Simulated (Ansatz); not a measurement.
# Se: what the fields show

The calculation's input:

```
crystal:
  lattice:
    - [4.8681583976, 0.0, 0.0]
    - [0.0, 7.90932954, 0.0]
    - [0.0, 0.0, 2.7402019956]
  atoms:
    - { symbol: Se, position: [0.6740806, 0.40104581, 0.2638364] }
    - { symbol: Se, position: [0.8259194, 0.90104581, 0.7361636] }
    - { symbol: Se, position: [0.3259194, 0.59895419, 0.2638364] }
    - { symbol: Se, position: [0.1740806, 0.09895419, 0.7361636] }
basis:
  ecutwfc: 420
kpoints:
  mp_grid: { grid: [10, 6, 16] }
hamiltonian:
  xc: pbe
scf:
  occupations: { method: gaussian, width: 0.1 }
output:
  forces: true
  stress: true
  eigenvalues: true
  write_density: true
  write_potential: true
  elf: true
  volumetric_format: npy
relax:
  adjacent_minimum: "off"
  f_tol: 0.005
  max_steps: 80
  cell: { stress_tol: 0.05 }
```

Command:

```sh
ansatz run input.yaml --threads 2 --pin off --max-ram 5120MiB --backend cpu --events-out ev --progress --plain --runs-dir out
```

Below, planes, directions and counts refer to the conventional cell (a = 4.53 Å, b = 8.57 Å, c = 2.74 Å, α = 90.00°, β = 90.00°, γ = 90.00°).

The fields are those of the relaxed geometry.

Space group Pbam; a structure from a database of computed crystals, not necessarily the ambient phase.

Level of theory: DFT PBE, scalar-relativistic, plane waves, PAW (Ansatz 0.2.0).

In a PAW calculation such maps are meaningful between the atoms, not at the nuclei.

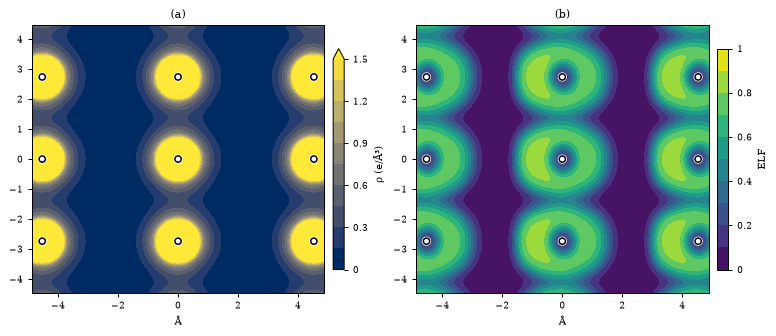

Figure 1. (a) valence electron density; (b) ELF on the (010) plane of the conventional cell. Circles mark the nuclei in the plane (Se).

> Read the bonding off the picture.

Atoms in the plane: Se. Se–Se (2.74 Å): the density is about 0.35 e/Å³ at the midpoint; the ELF is about 0.45 at the midpoint. Between the atoms the lowest density in this plane is 0.01 e/Å³. The ELF also peaks beside Se, away from the bonds: lone-pair regions.

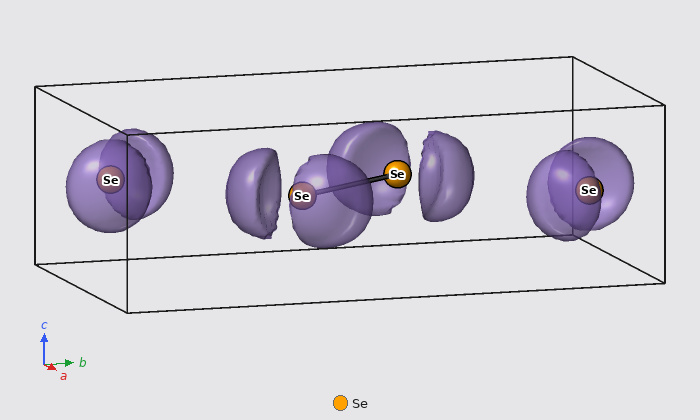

Figure 2. Isosurface of the electron localisation function at 0.8 (purple), seen slightly off an axis. Core shells and regions of very low density are left out. Sticks mark near contacts.

> Identify the bonds, lone pairs and shells in this picture.

The surface consists of eight lobes on Se, pointing away from the bonds (lone pairs), counted in one cell of 4 atoms. Any copies at cell faces, edges or corners count once. Along the contacts the grid gives the following. Se–Se (2.40 Å): the ELF peaks at about 0.70 between the atoms.

> Does the calculation make it a metal, or give it a gap?

It is metallic or semimetallic at this level of theory: no gap opens.
